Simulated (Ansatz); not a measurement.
# Run report: Al₃Ga₂As₅, geometry relaxation

The run: geometry relaxation of Al₃Ga₂As₅ (I-4m2, 10 atoms in the cell). Method and program: DFT PBE, scalar-relativistic, plane waves, PAW, no spin polarisation (Ansatz 0.2.0).

The structure was made by a generator, so it may or may not be a known phase. Figures and captions count atoms from 1; the log counts them from 0 in places.

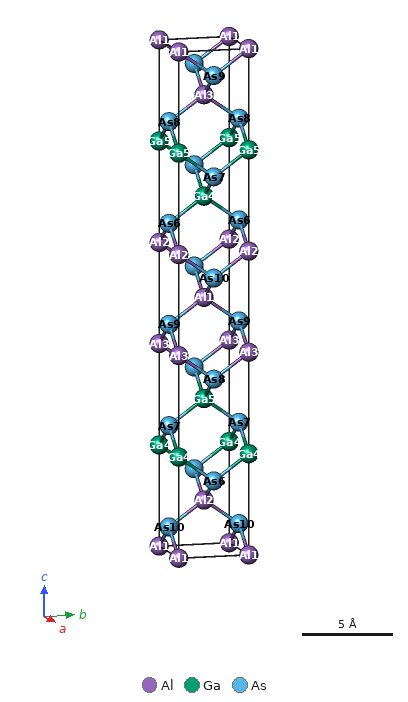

Fig. 1: The starting structure (ball-and-stick view of the cell 2 times as large as that of the calculation, set on its symmetry axes, seen slightly off an axis; atoms are numbered from 1 in the order of the input). An atom can appear more than once, as a periodic image. Near neighbours in the periodic cell (some may lie outside the picture): Al has 4 As at 2.48 Å; Ga has 4 As at 2.49 Å; As has 2 Al at 2.48 Å and 2 Ga at 2.49 Å; As has 4 Ga at 2.49 Å; As has 4 Al at 2.48 Å.

## Input file
```yaml
crystal:
  lattice:
    - [-2.027622, 2.027622, 14.3388692]
    - [2.027622, -2.027622, 14.3388692]
    - [2.027622, 2.027622, -14.3388692]
  atoms:
    - { symbol: Al, position: [0.0, 0.0, 0.0] }
    - { symbol: Al, position: [0.599806, 0.599806, 0.0] }
    - { symbol: Al, position: [0.400194, 0.400194, 0.0] }
    - { symbol: Ga, position: [0.19987, 0.19987, 0.0] }
    - { symbol: Ga, position: [0.80013, 0.80013, 0.0] }
    - { symbol: As, position: [0.649533, 0.149533, 0.5] }
    - { symbol: As, position: [0.25, 0.75, 0.5] }
    - { symbol: As, position: [0.850467, 0.350467, 0.5] }
    - { symbol: As, position: [0.450091, 0.950091, 0.5] }
    - { symbol: As, position: [0.049909, 0.549909, 0.5] }
basis:
  ecutwfc: 420
kpoints:
  mp_grid: { grid: [10, 10, 10] }
hamiltonian:
  xc: pbe
scf:
  occupations: { method: gaussian, width: 0.02 }
output:
  forces: true
  stress: true
  eigenvalues: true
relax:
  adjacent_minimum: "off"
  f_tol: 0.01
  max_steps: 80
  cell: { stress_tol: 0.05 }
```

Hardware: 4 threads of Arm Neoverse V2, 240 GiB of memory available, shared host.

Command:
```bash
ansatz run input.yaml --threads 4 --pin off --max-ram 8192MiB --backend cpu --events-out ev --progress --plain --runs-dir out
```

## Log
```
basis.fft_grid_basis auto: the FFT boxes are laid along the combinations [[1, 0, 1], [0, 1, 1], [0, 0, 1]] of the cell's own vectors, 4.055, 4.055 and 14.623 Å long. The dense box has 30×30×100 points. Along the cell's own vectors, as sized, it would have 100×100×100, 11.11 times as many. Of the 8 symmetry operations that the crystal satisfies within crystal.symmetry.tolerance (time reversal apart; of a slab, those that keep its plane) the dense box along the cell's own vectors carries 8, and the one as laid loses 6 of those. basis.fft_grid_basis: typed keeps the cell's own vectors: state it where this run's energies or levels are differenced outside the engine with another run's, or held beside a run that keeps those vectors.
Engine: ansatz 0.2.0, aarch64-unknown-linux-gnu
Pseudopotentials: kind: paw
Pseudopotential: Al, paw, valence charge 3, recommended cutoff 420 eV (normal), Al.paw.azcp
Pseudopotential: Ga, paw, valence charge 13, recommended cutoff 420 eV (normal), Ga.paw.azcp
Pseudopotential: As, paw, valence charge 15, recommended cutoff 420 eV (normal), As.paw.azcp
Functional definition: PBE
  parameter kappa = 0.804
  parameter beta = 0.06672455060314922
  exchange = pbe_x(kappa = kappa, mu = beta*pi^2/3)
  correlation = pbe_c(beta = beta)
Crystal: 10 atoms, lattice volume = 235.803 Å³
Basis set: ecut = 420 eV, 4643 PW (Γ), FFT grids on a1+a3, a2+a3, a3, exchange–correlation on 60×60×200 points (8 copies of the dense FFT grid, shifted against one another)
Bands: 66, of which v1, the nominal top of the filled ones, is band 55 counted from 1 (54 counted from 0)
Symmetry: 8 space group operations
Space group: I-4m2 (ITA 119), of the structure as read, at distance tolerance 6.2e-5 Å
k-points: 102 of 1000 (time reversal used)
Non-local potential: Al, projectors of the file, l = 0: 2, l = 1: 2, l = 2: 1
Non-local potential: Ga, projectors of the file, l = 0: 2, l = 1: 2, l = 2: 3, l = 3: 1
Non-local potential: As, projectors of the file, l = 0: 2, l = 1: 2, l = 2: 3, l = 3: 1
PAW form: soft (Blöchl's): semilocal exchange-correlation on the pseudo side does not see the compensation charge
PAW one-centre angular grid: Al, 110 points (default); XC on 64 Gauss nodes
PAW one-centre angular grid: Ga, 590 points (default); XC on 64 Gauss nodes
PAW one-centre angular grid: As, 590 points (default); XC on 64 Gauss nodes
Initial density: superposition of atomic densities (neutral atoms: chi_scale 0, normalization atom), corrected by the library's trained network
Initial wavefunctions: pseudopotential atomic-orbital guess
Functional: x = pbe(κ = 0.804, μ = 0.2195149727645171), c = pbe(β = 0.06672455060314922)
SCF iter   1: F=—  HF=-33463.557153 eV  |F-HF|=—  |Δ(HF+E_count)|=         —  Δρ=1.83e-3  dr2=1.59e-2  ethr=1.77e-3  ⟨swp⟩=6.7  Hψ=25326  notcnv=0  defer=4
preconditioner: auto → Resta (q_TF=auto, 2.403 Å⁻¹)  ε∞=3.6  [insulator: Δε(μ)=1.033 eV  Ē_g=11.660 eV  σ=0.020 eV  W_gap=1.00  n_scr=62 (ndim 8)  ℏωp=18.7 eV  f_vac=0.038  D(μ)=0.00/eV (n_scr^D=0)  ε∞_Penn≈3.6]
SCF iter   2: F=—  HF=-33463.551575 eV  |F-HF|=—  |Δ(HF+E_count)|=   5.58e-3  Δρ=9.63e-4  dr2=3.79e-3  ethr=1.45e-5  ⟨swp⟩=2.0  Hψ=11431  notcnv=0  defer=511
SCF iter   3: F=—  HF=-33463.551429 eV  |F-HF|=—  |Δ(HF+E_count)|=   1.46e-4  Δρ=5.26e-4  dr2=5.90e-4  ethr=3.45e-6  ⟨swp⟩=2.0  Hψ=9868  notcnv=0  defer=511
SCF iter   4: F=—  HF=-33463.551091 eV  |F-HF|=—  |Δ(HF+E_count)|=   3.38e-4  Δρ=1.79e-4  dr2=1.25e-4  ethr=5.36e-7  ⟨swp⟩=2.0  Hψ=9281  notcnv=0  defer=511
SCF iter   5: F=—  HF=-33463.551173 eV  |F-HF|=—  |Δ(HF+E_count)|=   8.20e-5  Δρ=5.45e-5  dr2=1.73e-5  ethr=1.14e-7  ⟨swp⟩=2.0  Hψ=10158  notcnv=0  defer=511
SCF iter   6: F=—  HF=-33463.551308 eV  |F-HF|=—  |Δ(HF+E_count)|=   1.35e-4  Δρ=2.83e-5  dr2=3.51e-6  ethr=1.57e-8  ⟨swp⟩=2.0  Hψ=11831  notcnv=0  defer=511
SCF iter   7: F=—  HF=-33463.551310 eV  |F-HF|=—  |Δ(HF+E_count)|=   1.96e-6  Δρ=8.00e-6  dr2=1.12e-7  ethr=3.19e-9  ⟨swp⟩=2.0  Hψ=10301  notcnv=0  defer=511
SCF iter   8: F=-33463.551311 eV  HF=-33463.551311 eV  |F-HF|=1.74e-8  |Δ(HF+E_count)|=   4.26e-7  Δρ=1.67e-6  dr2=1.23e-8  ethr=9.09e-11  ⟨swp⟩=9.4  Hψ=30615  notcnv=0
SCF 1 converged in 8 iterations: F = -33463.551311 eV  dr2 = 1.23e-8
  greatest PAW one-centre occupation: 0.999 electrons in one spin orbital (limit 2), on the As atom at site 6 (counted from 0), in its partial waves of l = 2
relax step   1: F+E_penalty+E_count = -33463.55131069 eV  Δ(F+E_penalty+E_count) = +0.000e0 eV  max|allowed force component| = 1.895e-3 eV/Å  Δτ_max = 0.0000 Å  P = +0.004 GPa  Ω = 235.803 Å³  (8 SCF iters, dr2 threshold 1.00e-7 eV, accepted)
Initial density: handed on by an earlier stage of this run
Initial wavefunctions: pseudopotential atomic-orbital guess (no wavefunctions were taken with the density)
iter 1 solved again at ethr=1.73e-7 eV; its pass at ethr=3.10e-3 eV (dr2=1.90e-4 eV) is discarded
SCF iter   1: F=—  HF=-33463.551187 eV  |F-HF|=—  |Δ(HF+E_count)|=         —  Δρ=2.22e-6  dr2=1.40e-8  ethr=1.73e-7  ⟨swp⟩=3.1  Hψ=40395  notcnv=0
eigensolver tolerance schedule: the retry pair's looser diagonalisation over-reported the residual by 13602.44 of it (diagonalisation noise at 3.16 of the residual, at the tolerance the schedule requests for it); recorded, not acted on — ethr = c·dr2/N_el stays at c = 1.0e-1
preconditioner: auto → Resta (q_TF=auto, 2.403 Å⁻¹)  ε∞=3.6  [insulator: Δε(μ)=1.043 eV  Ē_g=11.667 eV  σ=0.020 eV  W_gap=1.00  n_scr=62 (ndim 8)  ℏωp=18.7 eV  f_vac=0.031  D(μ)=0.00/eV (n_scr^D=0)  ε∞_Penn≈3.6]
SCF iter   2: F=—  HF=-33463.551311 eV  |F-HF|=—  |Δ(HF+E_count)|=   1.24e-4  Δρ=1.27e-6  dr2=3.60e-9  ethr=1.27e-11  ⟨swp⟩=3.0  Hψ=15360  notcnv=0
SCF iter   3: F=—  HF=-33463.551311 eV  |F-HF|=—  |Δ(HF+E_count)|=   2.06e-9  Δρ=7.12e-7  dr2=1.13e-9  ethr=3.27e-12  ⟨swp⟩=2.0  Hψ=9687  notcnv=0
SCF iter   4: F=—  HF=-33463.551311 eV  |F-HF|=—  |Δ(HF+E_count)|=   2.66e-9  Δρ=2.98e-7  dr2=1.95e-10  ethr=1.03e-12  ⟨swp⟩=2.0  Hψ=9789  notcnv=0
SCF iter   5: F=-33463.551311 eV  HF=-33463.551311 eV  |F-HF|=9.46e-11  |Δ(HF+E_count)|=  6.62e-10  Δρ=9.47e-8  dr2=2.96e-11  ethr=1.00e-12  ⟨swp⟩=4.3  Hψ=21917  notcnv=0
SCF 2 converged in 5 iterations: F = -33463.551311 eV  dr2 = 2.96e-11
relax step   2: F+E_penalty+E_count = -33463.55131071 eV  Δ(F+E_penalty+E_count) = -2.002e-8 eV  max|allowed force component| = 1.902e-3 eV/Å  Δτ_max = 0.0000 Å  P = +0.004 GPa  Ω = 235.803 Å³  stress off target by 2.78e-2 GPa  SCF on the basis re-selected at this cell (its energy is not comparable with the rows above)  (5 SCF iters)
```

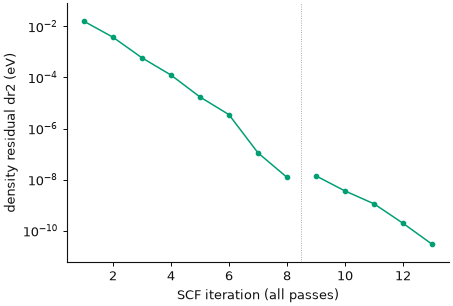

Fig. 2: Convergence of the self-consistent field: density residual dr2 against the SCF iteration. The dotted lines part the SCF passes of the relaxation: geometry steps, rejected trials and re-solves on a re-selected basis. The passes take 8 and 5 iterations.

```
basis re-selected at this cell: Δ(F+E_penalty+E_count) = -2.002e-8 eV, ΔP = +0.000 GPa vs the last step (what re-selecting the basis moved, of the pressure what is left beyond the Pulay correction that the steps carried, after the strain that the cell walked since its last selection, with what the two solves' SCF thresholds leave and, on support functions, any second-order correction that the steps lacked; it is no measure of the basis error at this ecutwfc). This SCF's stress stands 2.78e-2 GPa from its target on what of the cell is left free (relax.cell.stress_tol is 5.00e-2 GPa) and its largest allowed force component is 1.90e-3 eV/Å (relax.f_tol is 1.00e-2 eV/Å): within both
SCF converged after 5 iterations
Free energy (F): -33463.551311 eV
Harris-Foulkes:  -33463.551311 eV  (|F-HF|=9.46e-11)
Internal energy: -33463.551311 eV  (E = F + TS)
E sigma→0 (E₀):  -33463.551311 eV
Fermi energy:    7.148569 eV
--- Per-component energies (eV) ---
  E_band       = -1486.212699
  E_kinetic    = 813.652377
  E_local      = -16549.882805  (includes V_loc(G=0)·N_el)
  E_nonlocal   = -2471.427862
  E_hartree    = 8497.806297
  E_xc         = -651.496342
  E_vxc        = -596.657278  (∫ρ·V_xc dr)
  E_paw        = -14558.231616  (= ΣΔE_a)
  E_vpaw       = 322.490303  (= ΣTr[D̂ρ^β])
  E_aug_tail   = -0.000213  (compensation charges beyond the density's cutoff)
  E_ewald      = -8543.971147
  E_smearing   = -0.000000  (= −TS)
  E_closure    = -0.000000  (closes the sum)
  Σ components = -33463.551311   (vs F -33463.551311, Δ=0.00e0)
--- Forces (eV/Å), atoms counted from 1 ---
  atom   1  Al     0.00000000     0.00000000    -0.00000000
  atom   2  Al     0.00000000     0.00000000     0.00084331
  atom   3  Al     0.00000000     0.00000000    -0.00084331
  atom   4  Ga     0.00000000     0.00000000     0.00016283
  atom   5  Ga     0.00000000     0.00000000    -0.00016283
  atom   6  As    -0.00000000     0.00000000     0.00190194
  atom   7  As     0.00000000     0.00000000     0.00000000
  atom   8  As     0.00000000     0.00000000    -0.00190194
  atom   9  As    -0.00000000     0.00000000     0.00031830
  atom  10  As    -0.00000000    -0.00000000    -0.00031830
  max |Σ_I F_I| component: 9.54e-18 eV/Å
--- Stress (GPa, compression-positive) ---
        0.020149       0.000000      -0.000000
        0.000000       0.020149       0.000000
       -0.000000       0.000000      -0.027841
  P = ⅓ Tr σ = 0.0042 GPa (0.042 kbar)
--- Band table (eV; the first three rows and the last of 102) ---
  k-point 0: bands = ["-28.2175", "-28.2160", "-28.2160", "-28.2087", "-28.2086", "-28.0796", "-28.0796", "-28.0789", "-28.0789", "-28.0582", "-28.0582", "-28.0546", "-28.0546", "-28.0482", "-28.0482", "-27.9461", "-27.9458", "-27.9455", "-27.9455", "-27.9447", "-27.9447", "-27.9371", "-27.9368", "-27.9360", "-27.9357", "-7.9251", "-7.8775", "-7.8413", "-7.8413", "-7.8203", "-7.8203", "-7.7988", "-7.7884", "-7.7813", "-7.7761", "-5.3810", "-4.8381", "-4.7998", "-3.6900", "-3.5727", "0.9652", "1.5448", "3.6890", "3.9298", "4.4702", "4.4702", "4.5181", "4.5181", "5.5230", "5.5230", "5.5545", "5.5545", "6.6023", "6.6271", "6.6271", "7.6697", "8.1072", "8.4172", "8.8694", "8.9908", "9.3622", "9.4328", "10.1551", "10.2018", "10.6377", "10.6377"]
  k-point 1: bands = ["-28.2173", "-28.2161", "-28.2161", "-28.2087", "-28.2086", "-28.0797", "-28.0797", "-28.0788", "-28.0788", "-28.0582", "-28.0582", "-28.0546", "-28.0546", "-28.0481", "-28.0481", "-27.9459", "-27.9456", "-27.9456", "-27.9455", "-27.9448", "-27.9447", "-27.9370", "-27.9368", "-27.9361", "-27.9357", "-7.9225", "-7.8751", "-7.8486", "-7.8400", "-7.8234", "-7.8220", "-7.7962", "-7.7874", "-7.7822", "-7.7776", "-5.2443", "-4.7246", "-4.6860", "-3.6477", "-3.5294", "0.9373", "1.5366", "3.1928", "3.4006", "4.0895", "4.1162", "4.3649", "4.4136", "5.0824", "5.1325", "5.3513", "5.8774", "5.9559", "6.2495", "6.2615", "8.8012", "8.8245", "9.1188", "9.4564", "9.6525", "9.9214", "10.0867", "10.1573", "10.1864", "10.2637", "11.1853"]
  k-point 2: bands = ["-28.2168", "-28.2161", "-28.2161", "-28.2088", "-28.2084", "-28.0797", "-28.0797", "-28.0784", "-28.0784", "-28.0583", "-28.0583", "-28.0547", "-28.0547", "-28.0478", "-28.0478", "-27.9458", "-27.9454", "-27.9453", "-27.9452", "-27.9451", "-27.9447", "-27.9368", "-27.9367", "-27.9361", "-27.9359", "-7.9198", "-7.8711", "-7.8640", "-7.8349", "-7.8278", "-7.8241", "-7.7911", "-7.7874", "-7.7831", "-7.7816", "-4.8513", "-4.4046", "-4.3665", "-3.5452", "-3.4274", "0.8381", "1.4757", "2.3547", "2.5748", "3.4673", "3.4733", "3.8241", "4.3186", "4.3564", "4.3640", "4.3909", "5.5383", "5.5498", "6.0019", "6.0185", "9.1920", "9.6726", "9.7849", "10.2889", "10.3098", "10.7198", "10.9462", "11.1944", "11.5250", "11.5857", "11.6872"]
  k-point 101: bands = ["-28.2175", "-28.2160", "-28.2160", "-28.2087", "-28.2086", "-28.0796", "-28.0796", "-28.0789", "-28.0789", "-28.0582", "-28.0582", "-28.0546", "-28.0546", "-28.0482", "-28.0482", "-27.9461", "-27.9458", "-27.9455", "-27.9455", "-27.9447", "-27.9447", "-27.9371", "-27.9368", "-27.9360", "-27.9357", "-7.9251", "-7.8775", "-7.8413", "-7.8413", "-7.8203", "-7.8203", "-7.7988", "-7.7883", "-7.7813", "-7.7761", "-5.3208", "-5.1236", "-4.2813", "-4.2203", "-3.3213", "0.7132", "2.3684", "2.4793", "4.3500", "4.3500", "4.8870", "4.8870", "4.9325", "4.9325", "5.1383", "5.5887", "6.1307", "6.1307", "6.3704", "6.3704", "8.0760", "8.5099", "8.5747", "8.7491", "8.8729", "9.2487", "9.7429", "9.7687", "10.2082", "10.2207", "11.1100"]
--- Relaxed structure (1 steps of the walk, 1 accepted, 1 SCFs on fresh bases) ---
  F+E_penalty+E_count = -33463.55131071 eV   max|allowed force component| = 1.902e-3 eV/Å   (the final SCF, on the basis selected at the relaxed cell)
  cell:  # Å, volume = 235.8028 Å³
    - [-2.027622, 2.027622, 14.3388692]
    - [2.027622, -2.027622, 14.3388692]
    - [2.027622, 2.027622, -14.3388692]
  atoms:
    - { symbol: Al, position: [0.0, 0.0, 0.0] }
    - { symbol: Al, position: [0.5998059999999998, 0.5998059999999998, 0.0] }
    - { symbol: Al, position: [0.400194, 0.400194, 0.0] }
    - { symbol: Ga, position: [0.19987, 0.19987, 0.0] }
    - { symbol: Ga, position: [0.8001299999999999, 0.8001299999999999, 0.0] }
    - { symbol: As, position: [0.649533, 0.14953299999999997, 0.49999999999999994] }
    - { symbol: As, position: [0.24999999999999997, 0.75, 0.5] }
    - { symbol: As, position: [0.8504670000000001, 0.35046700000000003, 0.5] }
    - { symbol: As, position: [0.450091, 0.950091, 0.5] }
    - { symbol: As, position: [0.049909000000000016, 0.549909, 0.5] }
```

## Trajectory as extended XYZ (Å, eV, eV/Å), 2 frames, from step=1 to step=2
```
10
Lattice="-2.0276 2.0276 14.3389 2.0276 -2.0276 14.3389 2.0276 2.0276 -14.3389" Properties=species:S:1:pos:R:3:forces:R:3 step=1 energy=-33463.55131 pressure_GPa=0.00
Al    0.0000    0.0000    0.0000    0.0000   0.0000   0.0000
Al    0.0000    0.0000   17.2011    0.0000   0.0000   0.0008
Al    0.0000    0.0000   11.4767    0.0000   0.0000  -0.0008
Ga    0.0000    0.0000    5.7318    0.0000   0.0000   0.0002
Ga    0.0000    0.0000   22.9459    0.0000   0.0000  -0.0002
As    0.0000    2.0276    4.2883    0.0000   0.0000   0.0019
As    2.0276    0.0000    7.1694    0.0000   0.0000   0.0000
As    0.0000    2.0276   10.0506    0.0000   0.0000  -0.0019
As    2.0276    0.0000   12.9076    0.0000   0.0000   0.0003
As    2.0276    0.0000    1.4313    0.0000   0.0000  -0.0003
10
Lattice="-2.0276 2.0276 14.3389 2.0276 -2.0276 14.3389 2.0276 2.0276 -14.3389" Properties=species:S:1:pos:R:3:forces:R:3 step=2 energy=-33463.55131 pressure_GPa=0.00
Al    0.0000    0.0000    0.0000    0.0000   0.0000   0.0000
Al    0.0000    0.0000   17.2011    0.0000   0.0000   0.0008
Al    0.0000    0.0000   11.4767    0.0000   0.0000  -0.0008
Ga    0.0000    0.0000    5.7318    0.0000   0.0000   0.0002
Ga    0.0000    0.0000   22.9459    0.0000   0.0000  -0.0002
As    0.0000    2.0276    4.2883    0.0000   0.0000   0.0019
As    2.0276    0.0000    7.1694    0.0000   0.0000   0.0000
As    0.0000    2.0276   10.0506    0.0000   0.0000  -0.0019
As    2.0276    0.0000   12.9076    0.0000   0.0000   0.0003
As    2.0276    0.0000    1.4313    0.0000   0.0000  -0.0003
```

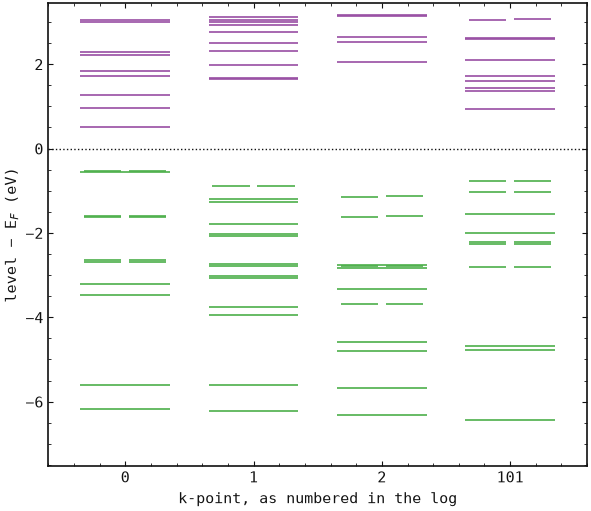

Fig. 3: Kohn–Sham levels near the Fermi level (dotted) at the few k-points that the log prints; levels within 0.02 eV of each other stand side by side. Among these points the highest filled and lowest empty levels are 1.04 eV apart, which is the gap on the mesh.

## Key numbers

| quantity | value |
| --- | --- |
| outcome | converged |
| space group (tolerance 0.01 Å) | I-4m2 (119) |
| electrons treated | 110 |
| free energy | −33463.5513 eV |
| Fermi energy | 7.149 eV |
| gap on the k-point mesh | 1.04 eV |
| pressure | 0.00 GPa |
| final volume | 235.80 Å³ |
| largest force (length of the vector) at the end | 0.002 eV/Å |
| final cell | a = 14.623 Å, b = 14.623 Å, c = 14.623 Å, α = 164.06°, β = 164.06°, γ = 22.62° |
| wall time | 94 s (CPU time 6.2 min) |
| peak memory | 1.4 GiB |
